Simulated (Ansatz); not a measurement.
Crystal: Mo, the geometry relaxed at fixed volume with Ansatz 0.2.0, DFT HSE06, scalar-relativistic, plane waves, PAW; the starting structure was generated, so it need not be a known form of this composition.

```
CELL_PARAMETERS angstrom
2.69020 0.00000 0.00000
-1.34510 2.32978 0.00000
0.00000 0.00000 4.91331
ATOMIC_POSITIONS crystal
Mo 0.33333 0.66667 0.75000
Mo 0.66667 0.33333 0.25000
```

Q: What does its first Brillouin zone look like, and which path through it is standard?

A: It has a primitive hexagonal lattice (hP; extended symbol hP2). The zone is a hexagonal prism in its combinatorial type: 8 faces (6 with 4 edges, 2 with 6 edges), 18 edges, 12 vertices. Path: Γ–M–K–Γ–A–L–H–A | L–M | H–K.

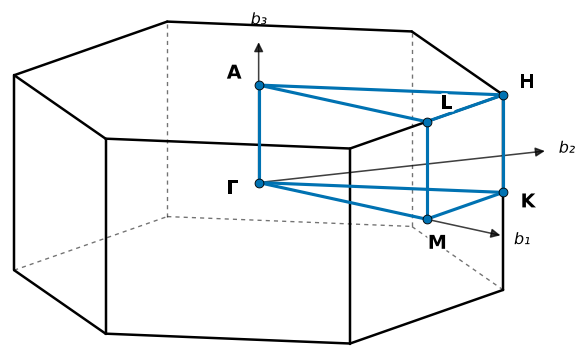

Labels and path follow the convention of Hinuma et al. (2017), as computed by seekpath; the arrows show the directions of the reciprocal primitive vectors b₁, b₂, b₃, in which coordinates are given; lengths include the factor 2π.

```json
{"point": "Γ", "k₁": "0", "k₂": "0", "k₃": "0", "length of k (1/Å)": "0.000"}
{"point": "A", "k₁": "0", "k₂": "0", "k₃": "1/2", "length of k (1/Å)": "0.639"}
{"point": "K", "k₁": "1/3", "k₂": "1/3", "k₃": "0", "length of k (1/Å)": "1.557"}
{"point": "H", "k₁": "1/3", "k₂": "1/3", "k₃": "1/2", "length of k (1/Å)": "1.683"}
{"point": "M", "k₁": "1/2", "k₂": "0", "k₃": "0", "length of k (1/Å)": "1.348"}
{"point": "L", "k₁": "1/2", "k₂": "0", "k₃": "1/2", "length of k (1/Å)": "1.492"}
```
